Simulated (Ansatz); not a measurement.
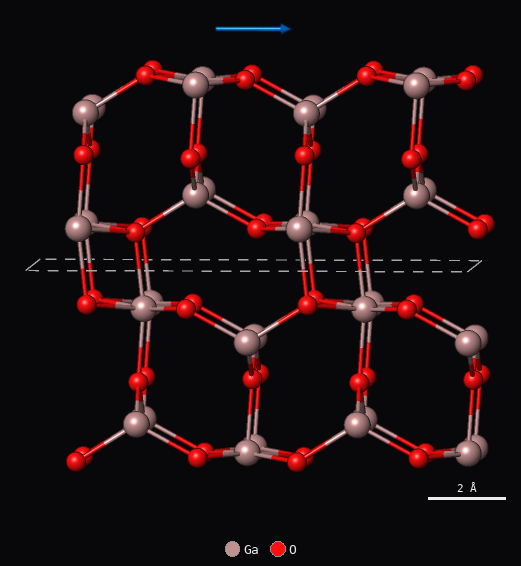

Energy scan for solid Ga2O3 (C2/m), in which the crystal above a cut along the (1 0 0) plane of the conventional cell (between a plane of Ga/O below and one of Ga/O above, 1.83 Å apart) is slid rigidly by fractions of an in-plane lattice vector 5.81 Å long (a generalised stacking fault). One cut stands in each cell, which starts 11.9 Å high; nothing is relaxed, and the dashed outline marks the cut, the arrow on top the direction of slip. The picture shows the perfect crystal around the cut (dashed). A ball-and-stick model of the layers on both sides of the cut, seen from the side, nearly along the cut plane.

Computed with DFT r2SCAN, scalar-relativistic, plane waves, PAW (Ansatz 0.2.0). Set-up: plane-wave cutoff 500 eV; k-point mesh 4 × 7 × 2; occupations gaussian; smearing width 0.05 eV; no spin polarisation. Energies (free energies at the smearing named) are counted from the relaxed crystal.

```
CELL_PARAMETERS angstrom
1.38839 0.00000 -5.63998
0.00000 3.03906 0.00000
10.86730 0.00000 5.64504
ATOMIC_POSITIONS crystal
Ga 0.29573 0.00000 0.09052
Ga 0.79573 0.50000 0.59052
Ga 0.70427 0.00000 0.90948
Ga 0.20427 0.50000 0.40948
Ga 0.34425 0.00000 0.65873
Ga 0.84425 0.50000 0.15873
Ga 0.65575 0.00000 0.34127
Ga 0.15575 0.50000 0.84127
O 0.05506 0.00000 0.16421
O 0.55506 0.50000 0.66421
O 0.94494 0.00000 0.83579
O 0.44494 0.50000 0.33579
O 0.60982 0.00000 0.17334
O 0.10982 0.50000 0.67334
O 0.39018 0.00000 0.82666
O 0.89018 0.50000 0.32666
O 0.24005 0.00000 0.49629
O 0.74005 0.50000 0.99629
O 0.75995 0.00000 0.50371
O 0.25995 0.50000 0.00371
```

### Predict the energy profile (the slip: 0.00, 0.10, 0.20, 0.30, 0.40, 0.50, 0.60, 0.70, 0.80, 0.90, 1.00).

```tsv
slip (fraction of the lattice vector)	γ (mJ/m²)
0.00	0
0.10	842
0.20	2487
0.30	2906
0.40	1719
0.50	776
0.60	1230
0.70	2388
0.80	2337
0.90	850
1.00	0
```

Points that are alike by symmetry were computed once.

The curve starts and ends at zero, since a full lattice vector restores the crystal. Its highest computed point is 2906 mJ/m² at slip 0.30. The local minimum at 0.50 (776 mJ/m²) is a metastable fault on this line; the lower of the two humps that part it from the perfect crystal is 2388 mJ/m² high. The path isn't symmetric about half-way. Relaxation across the fault would lower the values.
